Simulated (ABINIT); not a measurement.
# Single-point calculation of Cu

Cu (Fm-3m, 1 atom in the cell), computed with Kohn-Sham DFT of a periodic cell, PBE, JTH PAW PBE v2.0, no spin polarisation (ABINIT 10.8.3).

The structure derives from an entry of the Crystallography Open Database.

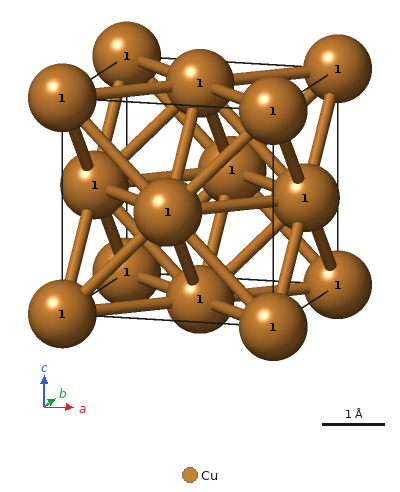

**Figure 1.** The structure as given in the input (ball-and-stick view of the cell 4 times as large as that of the calculation, set on its symmetry axes, seen slightly off an axis; atoms are numbered from 1 in the order of the input). An atom can appear more than once, as a periodic image. Near neighbours in the periodic cell (some may lie outside the picture): Cu has 12 Cu at 2.56 Å.

**The input**
```
# Pseudopotentials
pp_dirpath "./"
pseudos "Cu.GGA_PBE-JTH.xml"

# Structure
acell 3*1.0 Angstrom
rprim
     0.0000000000     1.8075000000     1.8075000000
     1.8075000000     0.0000000000     1.8075000000
     1.8075000000     1.8075000000     0.0000000000
ntypat 1
znucl 29
natom 1
typat 1
xred
     0.0000000000     0.0000000000     0.0000000000

# Plane-wave basis
ecut 26.0
pawecutdg 48.0
pawxcdev 0

# k points
kptopt 1
ngkpt 13 13 13
nshiftk 1
shiftk 0.0 0.0 0.0

# Exchange and correlation
ixc 11

# Bands and occupations
nband 14
occopt 6
tsmear 0.2 eV

# SCF cycle
nstep 100
tolvrs 1.0e-9

# Output
iomode 3
prtwf 0
prtden 0
prteig 0
prtebands 0
enunit 2
```

Hardware: 1 thread of Arm Neoverse V1, 24 GiB of memory available, shared host.

Command:
```bash
abinit run.abi > log 2>&1
```

**Log**
```
.Version 10.8.3 of ABINIT
 Symmetries : space group Fm -3 m (#225); Bravais cF (face-center cubic)
================================================================================
 Values of the parameters that define the memory need of the present run
     intxc =       0    ionmov =       0      iscf =      17    lmnmax =      18
     lnmax =       6     mgfft =      24  mpssoang =       3    mqgrid =    3001
     natom =       1  nloc_mem =       2    nspden =       1   nspinor =       1
    nsppol =       1      nsym =      48    n1xccc =       1    ntypat =       1
    occopt =       6   xclevel =       2
       mpw =         531          nfft =       13824          nkpt =          84
 PAW method is used; the additional fine FFT grid is defined by:
   mgfftf=        32    nfftf =     32768
================================================================================
================================================================================

--------------------------------------------------------------------------------
------------- Echo of variables that govern the present computation ------------
--------------------------------------------------------------------------------
 -outvars: echo values of preprocessed input variables --------
            acell      1.8897261259E+00  1.8897261259E+00  1.8897261259E+00 Bohr
              amu      6.35460000E+01
             ecut      2.60000000E+01 Hartree
           enunit           2
                       outvar_i_n : Printing only first  50 k-points.
              ixc          11
                       outvar_i_n : Printing only first  50 k-points.
         kptrlatt       13    0    0      0   13    0      0    0   13
          kptrlen      6.27965122E+01
            natom           1
            nband          14
            ngfft          24      24      24
          ngfftdg          32      32      32
             nkpt          84
            nstep         100
             nsym          48
           ntypat           1
                       prtocc : prtvol=0, do not print more k-points.
           occopt           6
        pawecutdg      4.80000000E+01 Hartree
         pawxcdev           0
           prtden           0
        prtebands           0
           prteig           0
            prtwf           0
            rprim      0.0000000000E+00  1.8075000000E+00  1.8075000000E+00
                       1.8075000000E+00  0.0000000000E+00  1.8075000000E+00
                       1.8075000000E+00  1.8075000000E+00  0.0000000000E+00
          spgroup         225
           tolvrs      1.00000000E-09
           tsmear      7.34986444E-03 Hartree
            typat      1
           useylm           1
                       outvars : Printing only first  50 k-points.
            znucl       29.00000

================================================================================

 chkinp: Checking input parameters for consistency.

================================================================================
== DATASET  1 ==================================================================

--- !DatasetInfo
iteration_state: {dtset: 1, }
dimensions: {natom: 1, nkpt: 84, mband: 14, nsppol: 1, nspinor: 1, nspden: 1, mpw: 531, }
cutoff_energies: {ecut:  26.0, pawecutdg:  48.0, }
electrons: {nelect:   1.90000000E+01, charge:   0.00000000E+00, occopt:   6.00000000E+00, tsmear:   7.34986444E-03, }
meta: {optdriver: 0, ionmov: 0, optcell: 0, iscf: 17, paral_kgb: 0, }
...

 Exchange-correlation functional for the present dataset will be:
  GGA: Perdew-Burke-Ernzerhof functional - ixc=11
  J.P.Perdew, K.Burke, M.Ernzerhof, PRL 77, 3865 (1996)

 Real(R)+Recip(G) space primitive vectors, cartesian coordinates (Bohr,Bohr^-1):
 R(1)=  0.0000000  3.4156800  3.4156800  G(1)= -0.1463837  0.1463837  0.1463837
 R(2)=  3.4156800  0.0000000  3.4156800  G(2)=  0.1463837 -0.1463837  0.1463837
 R(3)=  3.4156800  3.4156800  0.0000000  G(3)=  0.1463837  0.1463837 -0.1463837
 Unit cell volume ucvol=  7.9700586E+01 bohr^3
 Angles (23,13,12)=  6.00000000E+01  6.00000000E+01  6.00000000E+01 degrees

 Coarse grid specifications (used for wave-functions):

 getcut: wavevector=  0.0000  0.0000  0.0000  ngfft=  24  24  24
         ecut(hartree)=     26.000   => boxcut(ratio)=   2.16455

 Fine grid specifications (used for densities):

 getcut: wavevector=  0.0000  0.0000  0.0000  ngfft=  32  32  32
         ecut(hartree)=     48.000   => boxcut(ratio)=   2.12409

--- Pseudopotential description ------------------------------------------------
- pspini: atom type   1  psp file is ./Cu.GGA_PBE-JTH.xml
 Pseudopotential format is: paw10
 basis_size (lnmax)=  6 (lmn_size= 18), orbitals=   0   0   1   1   2   2
 Spheres core radius: rc_sph= 2.00090475
 Shapefunction is SIN type: shapef(r)=[sin(pi*r/rshp)/(pi*r/rshp)]**2
 Radius for shape functions =  1.80603571
 Compensation charge density is not taken into account in XC energy/potential

   7.07019918E+02                                ecore*ucvol(ha*bohr**3)
--------------------------------------------------------------------------------

================================================================================

--- !BeginCycle
iteration_state: {dtset: 1, }
solver: {iscf: 17, nstep: 100, nline: 4, wfoptalg: 10, }
tolerances: {tolvrs: 1.00E-09, }
...

     iter   Etot(hartree)      deltaE(h)  residm     nres2
 ETOT  1  -194.50893969242    -1.945E+02 5.917E+01 1.878E+01
 ETOT  2  -198.21871572010    -3.710E+00 3.491E-01 1.218E+02
 ETOT  3  -198.02538353148     1.933E-01 7.152E-02 2.178E+01
 ETOT  4  -197.96991387254     5.547E-02 2.467E-02 1.455E+00
 ETOT  5  -197.96546485343     4.449E-03 3.791E-03 4.501E-01
 ETOT  6  -197.96458107057     8.838E-04 2.097E-03 2.125E-01
 ETOT  7  -197.96377276980     8.083E-04 7.966E-04 1.066E-03
 ETOT  8  -197.96378074134    -7.972E-06 1.808E-04 1.999E-03
 ETOT  9  -197.96378460918    -3.868E-06 2.625E-04 3.082E-03
 ETOT 10  -197.96377523121     9.378E-06 1.173E-04 8.159E-04
 ETOT 11  -197.96377454400     6.872E-07 4.261E-05 1.341E-03
 ETOT 12  -197.96377386809     6.759E-07 4.529E-05 1.745E-03
 ETOT 13  -197.96377555268    -1.685E-06 1.564E-05 6.885E-04
 ETOT 14  -197.96377665322    -1.101E-06 1.813E-05 4.210E-06
 ETOT 15  -197.96377667105    -1.783E-08 4.649E-06 8.687E-07
 ETOT 16  -197.96377667057     4.766E-10 5.738E-06 2.310E-07
 ETOT 17  -197.96377667009     4.840E-10 1.476E-06 5.500E-09
 ETOT 18  -197.96377667010    -8.981E-12 1.852E-06 5.224E-10

 At SCF step   18       nres2   =  5.22E-10 < tolvrs=  1.00E-09 =>converged.

 Cartesian components of stress tensor (hartree/bohr^3)
  sigma(1 1)= -5.34336301E-05  sigma(3 2)=  0.00000000E+00
  sigma(2 2)= -5.34336301E-05  sigma(3 1)=  0.00000000E+00
  sigma(3 3)= -5.34336301E-05  sigma(2 1)=  0.00000000E+00

--- !ResultsGS
iteration_state: {dtset: 1, }
comment   : Summary of ground state results
lattice_vectors:
- [  0.0000000,   3.4156800,   3.4156800, ]
- [  3.4156800,   0.0000000,   3.4156800, ]
- [  3.4156800,   3.4156800,   0.0000000, ]
lattice_lengths: [   4.83050,    4.83050,    4.83050, ]
lattice_angles: [ 60.000,  60.000,  60.000, ] # degrees, (23, 13, 12)
lattice_volume:   7.9700586E+01
convergence: {deltae: -8.981E-12, res2:  5.224E-10, residm:  1.852E-06, diffor: null, }
etotal    :  -1.97963777E+02
entropy   :   0.00000000E+00
fermie    :   2.67510855E-01
cartesian_stress_tensor: # hartree/bohr^3
- [ -5.34336301E-05,   0.00000000E+00,   0.00000000E+00, ]
- [  0.00000000E+00,  -5.34336301E-05,   0.00000000E+00, ]
- [  0.00000000E+00,   0.00000000E+00,  -5.34336301E-05, ]
pressure_GPa:   1.5721E+00
xred      :
- [  0.0000E+00,   0.0000E+00,   0.0000E+00, Cu]
cartesian_forces: # hartree/bohr
- [ -0.00000000E+00,  -0.00000000E+00,  -0.00000000E+00, ]
force_length_stats: {min:   0.00000000E+00, max:   0.00000000E+00, mean:   0.00000000E+00, }
...

 Integrated electronic density in atomic spheres:
 ------------------------------------------------
 Atom  Sphere_radius  Integrated_density
    1        2.00090         17.36557646

================================================================================

 ----iterations are completed or convergence reached----

 Mean square residual over all n,k,spin=   18.984E-10; max=  18.519E-07
 reduced coordinates (array xred) for    1 atoms
       0.000000000000      0.000000000000      0.000000000000
 rms dE/dt=  0.0000E+00; max dE/dt=  0.0000E+00; dE/dt below (all hartree)
    1       0.000000000000      0.000000000000      0.000000000000

 cartesian coordinates (angstrom) at end:
    1      0.00000000000000     0.00000000000000     0.00000000000000

 cartesian forces (hartree/bohr) at end:
    1     -0.00000000000000    -0.00000000000000    -0.00000000000000
 frms,max,avg= 0.0000000E+00 0.0000000E+00   0.000E+00  0.000E+00  0.000E+00 h/b

 cartesian forces (eV/Angstrom) at end:
    1     -0.00000000000000    -0.00000000000000    -0.00000000000000
 frms,max,avg= 0.0000000E+00 0.0000000E+00   0.000E+00  0.000E+00  0.000E+00 e/A
 length scales=  1.889726125908  1.889726125908  1.889726125908 bohr
              =  1.000000000000  1.000000000000  1.000000000000 angstroms
 Fermi (or HOMO) energy (hartree) =   0.26751   Average Vxc (hartree)=  -0.44129
 Eigenvalues (hartree) for nkpt=  84  k points:
 kpt#   1, nband= 14, wtk=  0.00046, kpt=  0.0000  0.0000  0.0000 (reduced coord)
  -3.87758   -2.30872   -2.30872   -2.30872   -0.08432    0.15060    0.15060    0.15060
   0.18108    0.18108    1.09961    1.19119    1.19119    1.19119
      occupation numbers for kpt#   1
   2.00000    2.00000    2.00000    2.00000    2.00000    2.00000    2.00000    2.00000
   2.00000    2.00000    0.00000    0.00000    0.00000    0.00000
 prteigrs : prtvol=0 or 1, do not print more k-points.

 Fermi (or HOMO) energy (eV) =   7.27934   Average Vxc (eV)= -12.00821
 Eigenvalues (   eV  ) for nkpt=  84  k points:
 kpt#   1, nband= 14, wtk=  0.00046, kpt=  0.0000  0.0000  0.0000 (reduced coord)
-105.51428  -62.82349  -62.82349  -62.82349   -2.29442    4.09803    4.09803    4.09803
   4.92734    4.92734   29.92196   32.41381   32.41381   32.41381
 prteigrs : prtvol=0 or 1, do not print more k-points.

--- !EnergyTerms
iteration_state     : {dtset: 1, }
comment             : Components of total free energy in Hartree
kinetic             :  1.09643703795020E+01
hartree             :  4.12592747284335E+01
xc                  : -2.74256958124264E+00
Ewald energy        : -1.21142438844008E+02
psp_core            :  8.87095004001797E+00
local_psp           : -1.02920346873692E+02
PAW spherical_terms : -3.22530218164012E+01
internal            : -1.97963781967390E+02
'-kT*entropy'       : -8.17869192322545E-06
total_energy        : -1.97963790146082E+02
total_energy_eV     : -5.38686915638336E+03
...

--- !EnergyTermsDC
iteration_state     : {dtset: 1, }
comment             : '"Double-counting" decomposition of free energy'
band_energy         : -1.99670957502571E+01
Ewald energy        : -1.21142438844008E+02
psp_core            :  8.87095004001797E+00
xc_dc               : -4.04619094583651E+01
PAW spherical_terms : -2.52632744787922E+01
internal            : -1.97963768491404E+02
'-kT*entropy'       : -8.17869192322545E-06
total_energy_dc     : -1.97963776670096E+02
total_energy_dc_eV  : -5.38686878968311E+03
...

--- !EnergyTermsWithPAWCore
iteration_state     : {dtset: 1, }
comment             : 'Components of total free energy, including PAW core contributions'
Total energy        : -1.65498698228568E+03
Total energy DC     : -1.65498696880970E+03
Total energy (eV)   : -4.50344900070462E+04
Total energy DC (eV): -4.50344896403460E+04
...

 Cartesian components of stress tensor (hartree/bohr^3)
  sigma(1 1)= -5.34336301E-05  sigma(3 2)=  0.00000000E+00
  sigma(2 2)= -5.34336301E-05  sigma(3 1)=  0.00000000E+00
  sigma(3 3)= -5.34336301E-05  sigma(2 1)=  0.00000000E+00

-Cartesian components of stress tensor (GPa)         [Pressure=  1.5721E+00 GPa]
- sigma(1 1)= -1.57207167E+00  sigma(3 2)=  0.00000000E+00
- sigma(2 2)= -1.57207167E+00  sigma(3 1)=  0.00000000E+00
- sigma(3 3)= -1.57207167E+00  sigma(2 1)=  0.00000000E+00

== END DATASET(S) ==============================================================
================================================================================

 -outvars: echo values of variables after computation  --------
            acell      1.8897261259E+00  1.8897261259E+00  1.8897261259E+00 Bohr
           etotal     -1.9796377667E+02
            fcart     -0.0000000000E+00 -0.0000000000E+00 -0.0000000000E+00
            rprim      0.0000000000E+00  1.8075000000E+00  1.8075000000E+00
                       1.8075000000E+00  0.0000000000E+00  1.8075000000E+00
                       1.8075000000E+00  1.8075000000E+00  0.0000000000E+00
           strten     -5.3433630089E-05 -5.3433630089E-05 -5.3433630089E-05
                       0.0000000000E+00  0.0000000000E+00  0.0000000000E+00
 Calculation completed.
```

**Key numbers**

```tsv
quantity	value
outcome	converged
space group (tolerance 0.01 Å)	Fm-3m (225)
electrons treated	19
free energy	−5386.8688 eV
Fermi energy	7.279 eV
gap on the k-point mesh	none (metallic)
pressure	1.57 GPa
largest force (length of the vector)	under 0.001 eV/Å
wall time	27 s
peak memory	0.1 GiB
```
